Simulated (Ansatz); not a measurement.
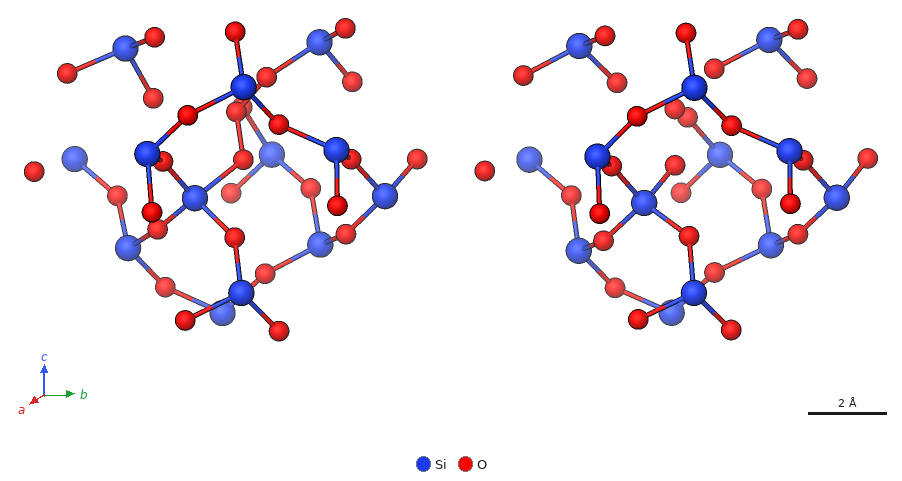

Two geometries of a defect cell of composition Si$_{23}$O$_{49}$ (cell charge +1), drawn at one scale. One is the start of a relaxation, the other its converged end. The picture is a ball-and-stick view of the atoms within 5.0 Å of the atom that moves most (axes of the cell of the calculation, reduced to other axes (origin shifted)), seen slightly off an axis. Lengths and directions refer to the drawn axes.

Level of theory: DFT, PBEsol, PAW, plane waves (Ansatz). Settings: plane-wave cutoff 420 eV; k-point mesh 1 × 1 × 1; mesh shifted by (0.25, 0.25, 0.25); collinear spin; atoms relaxed in a fixed cell; force threshold 0.03 eV/Å; at most 80 steps.

**Which geometry has the lower energy?**

The left one is the relaxed one. An O atom moves most: 0.57 Å roughly along [1 3 1]. Largest moves by element: O 0.57 Å, Si 0.13 Å. The cell stays as it was. Near-neighbour distances that change, for instance: O–O 1.663 → 2.348 Å, O–O 1.628 → 2.170 Å, O–O 1.634 → 1.377 Å, O–O 1.587 → 1.375 Å. Bond angles that change, for instance: Si–O–Si 142.6° → 161.2°, O–Si–O 107.7° → 95.0°, O–Si–O 105.4° → 95.4°. The energy falls by 3.321 eV per cell of the calculation in 13 geometry steps. Largest force component: 3.5 eV/Å at the start, 0.018 eV/Å at the end. The program noted that the starting moments weren't kept.

Limits of the set-up: the cell is charged, on a uniform background, and energies carry no finite-size correction.
